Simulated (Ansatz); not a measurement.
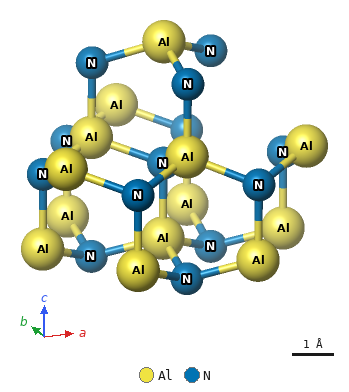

A defect cell of composition Al₄₇N₄₈ (cell charge −1), before the relaxation. The picture is a ball-and-stick view of the atoms within 4.2 Å of the atom that moves most (axes of the cell of the calculation (origin shifted)), seen slightly off an axis.

The atoms of the start lie slightly off their symmetric places, so part of the fall in energy undoes that.

Level of theory: DFT, PBEsol, PAW, plane waves (Ansatz).

Set-up: plane-wave cutoff 420 eV; k-point mesh 1 × 1 × 1; mesh shifted by (0.25, 0.25, 0.25); collinear spin; atoms relaxed in a fixed cell; force threshold 0.03 eV/Å; at most 80 steps.

```
CELL_PARAMETERS angstrom
9.34145 0.00000 0.00000
0.00000 10.78657 0.00000
0.00000 0.00000 9.96706
ATOMIC_POSITIONS crystal
Al 0.16526 0.08213 0.24885
Al 0.16332 0.08392 0.74661
Al 0.99876 0.33394 0.24703
Al 0.99637 0.33681 0.74921
Al 0.50099 0.08641 0.24578
Al 0.50312 0.08179 0.74804
Al 0.33374 0.33351 0.24711
Al 0.33552 0.33029 0.75104
Al 0.16684 0.58394 0.24734
Al 0.16752 0.58203 0.75083
Al 0.99726 0.83556 0.25058
Al 0.00129 0.83187 0.74797
Al 0.83336 0.08290 0.24747
Al 0.82993 0.08097 0.74708
Al 0.66839 0.33276 0.24540
Al 0.66440 0.33067 0.75269
Al 0.50067 0.58523 0.24981
Al 0.50112 0.58588 0.74956
Al 0.33021 0.83415 0.25072
Al 0.33485 0.83343 0.74761
Al 0.83595 0.58178 0.24966
Al 0.83213 0.58745 0.74715
Al 0.66678 0.83639 0.24766
Al 0.66637 0.83101 0.74885
Al 0.99918 0.16982 0.49695
Al 0.99886 0.16777 0.00037
Al 0.33466 0.16555 0.50259
Al 0.33020 0.16614 0.99757
Al 0.16744 0.41672 0.49545
Al 0.16742 0.41743 0.00337
Al 0.99769 0.66777 0.49768
Al 0.99862 0.66832 0.00195
Al 0.66754 0.16629 0.50190
Al 0.66636 0.16579 0.99797
Al 0.50133 0.41699 0.99572
Al 0.33495 0.66337 0.49614
Al 0.33600 0.66475 0.99769
Al 0.16657 0.91425 0.50004
Al 0.16790 0.91612 0.99781
Al 0.82988 0.41575 0.49863
Al 0.83495 0.41503 0.00025
Al 0.66821 0.66759 0.49606
Al 0.66121 0.66479 0.99620
Al 0.50115 0.91884 0.49998
Al 0.49875 0.91815 0.99882
Al 0.83368 0.91603 0.49718
Al 0.83322 0.91333 0.99948
N 0.00042 0.16660 0.18749
N 0.99995 0.16708 0.69102
N 0.33503 0.16776 0.18926
N 0.33742 0.16628 0.68759
N 0.16663 0.41485 0.19132
N 0.17037 0.41854 0.68629
N 0.99934 0.66718 0.18680
N 0.00134 0.66751 0.68928
N 0.66707 0.16723 0.19010
N 0.66650 0.16511 0.68926
N 0.50110 0.41824 0.18815
N 0.50064 0.41633 0.68998
N 0.33438 0.66462 0.18861
N 0.33178 0.66773 0.68764
N 0.16682 0.91639 0.19218
N 0.16869 0.91582 0.69075
N 0.83376 0.41570 0.19399
N 0.83714 0.41554 0.69124
N 0.66789 0.66647 0.18937
N 0.66565 0.66834 0.68873
N 0.49966 0.91467 0.18912
N 0.49979 0.91702 0.69065
N 0.83699 0.91354 0.19071
N 0.83473 0.91411 0.69091
N 0.16441 0.08082 0.44109
N 0.17054 0.08307 0.93541
N 0.99962 0.33199 0.43861
N 0.99953 0.33534 0.94048
N 0.50191 0.08139 0.43993
N 0.49989 0.08135 0.93810
N 0.33468 0.33152 0.43979
N 0.33607 0.32854 0.93805
N 0.16517 0.58369 0.43943
N 0.16380 0.58490 0.94247
N 0.99738 0.83338 0.44000
N 0.00035 0.83423 0.94029
N 0.83378 0.08478 0.43809
N 0.83053 0.08216 0.93826
N 0.66851 0.33166 0.44078
N 0.67115 0.33286 0.93774
N 0.50040 0.58608 0.43953
N 0.49872 0.58555 0.94252
N 0.33222 0.83204 0.43690
N 0.33340 0.83206 0.94207
N 0.83137 0.58518 0.43630
N 0.82947 0.58342 0.93967
N 0.66530 0.83585 0.44008
N 0.66635 0.83078 0.93883
```

Q: What does the optimiser find from here?

A: Over 4 geometry steps the energy falls by 1.857 eV per cell of the calculation. Largest force component: 2 eV/Å at the start, 0.025 eV/Å at the end. N78 moves most: 0.20 Å along [−3 −1 −1]. Largest moves by element: N 0.20 Å, Al 0.09 Å. The cell stays as it was. Among the contacts that change: Al15–N86 1.947 → 1.848 Å, Al7–N78 1.921 → 1.848 Å, Al27–N78 1.896 → 1.830 Å, Al27–N51 1.844 → 1.906 Å. Bond angles that change, for instance: N58–Al7–N78 108.1° → 115.7°, Al7–N78–Al29 106.5° → 113.3°, N74–Al29–N78 111.1° → 104.3°. Cost: 5 s on 1 × NVIDIA GB200 with 8 threads of Arm Neoverse-V2, peak memory 1.9 GiB.

The end point in the same view:

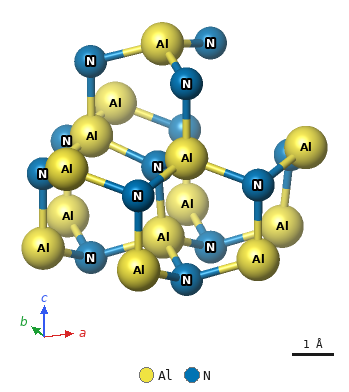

Limits of the set-up: the cell is charged, on a uniform background, and energies carry no finite-size correction.
